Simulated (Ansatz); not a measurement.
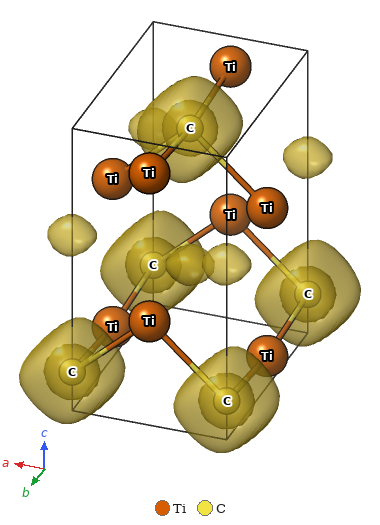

*Ti2C. Isosurface of the electron localisation function at 0.7 (yellow), seen at an oblique angle. Only the valence region is drawn (cores and ρ < 0.01 e/Å³ removed). Sticks mark near contacts.*

Space group Pmmn; a structure generated by program, which may or may not match a known phase; not relaxed (largest force 0.3 eV/Å); computed pressure about −10 GPa in this cell; computed without spin polarisation.

Theory: DFT LDA, scalar-relativistic, plane waves, PAW (Ansatz).

Core electrons are frozen (PAW), and the valence fields are smoothed inside the atomic spheres.

```
CELL_PARAMETERS angstrom
3.07646 0.00000 0.00000
0.00000 4.27475 0.00000
0.00000 0.00000 6.05943
ATOMIC_POSITIONS crystal
Ti 0.00000 0.50000 0.63213
Ti 0.00000 0.50000 0.10744
Ti 0.50000 0.00000 0.36787
Ti 0.50000 0.00000 0.89256
C 0.50000 0.50000 0.86272
C 0.00000 0.00000 0.13728
```

Question: Where are the electrons localised?

Answer: The ELF exceeds this value in two regions wrapped around C (the valence shell of each) and two pockets between the atoms, centred on no nucleus (multi-centre or interstitial), counted in one cell of 6 atoms. Regions shared between cells count once. Along the contacts the grid gives the following. Ti–C (2.08 Å): the ELF peaks at about 0.75 in the valence shell of C, 0.7 Å from its nucleus, and is about 0.25 at the midpoint. Ti–Ti (2.88 Å): the ELF is about 0.20 at the midpoint; no localised pair shows between them.

Question: Metal or insulator at this level of theory?

Answer: It is gapless in this calculation (a metal or semimetal).
